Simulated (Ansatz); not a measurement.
```yaml
crystal:
  lattice:
    - [4.85702, 2.49234, -2.48982]
    - [0.00061, 2.47885, 2.47756]
    - [0.01857, -2.51030, 2.50900]
  atoms:
    - { symbol: Pb, position: [0.50000, 0.00000, 0.00000] }
    - { symbol: Pb, position: [0.00000, 0.50000, 0.00000] }
```

Space group C2/m; changed on purpose from its base cell (cell strained at random at fixed volume); computed pressure about 3 GPa in this cell.

The calculation used Kohn-Sham DFT of a periodic cell, BPBE, Ansatz PAW in Ansatz.

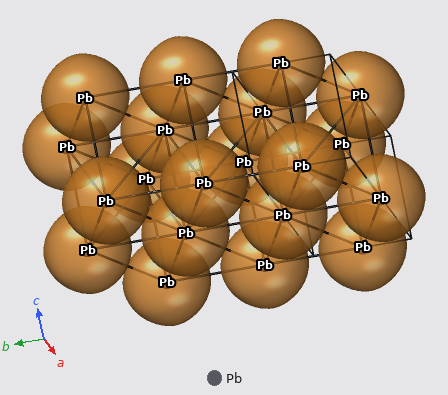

Pb. Isosurface of the valence pseudo-density at 0.15 e/Å³ (orange), seen at an oblique angle. Sticks mark near contacts.

In a PAW calculation such maps are meaningful between the atoms, not at the nuclei.

### Which contacts does the surface bridge?

At this value the density breaks into separate islands; it holds about 90 % of the electrons treated as valence (semicore included). It bridges none of the near contacts. It is pinched off along the shortest Pb–Pb (3.47 Å) and Pb–Pb (3.55 Å) contacts. On the grid the lowest density along these lines, outside the cores, is 0.12 e/Å³ (Pb–Pb, 3.47 Å) and 0.11 e/Å³ (Pb–Pb, 3.55 Å).
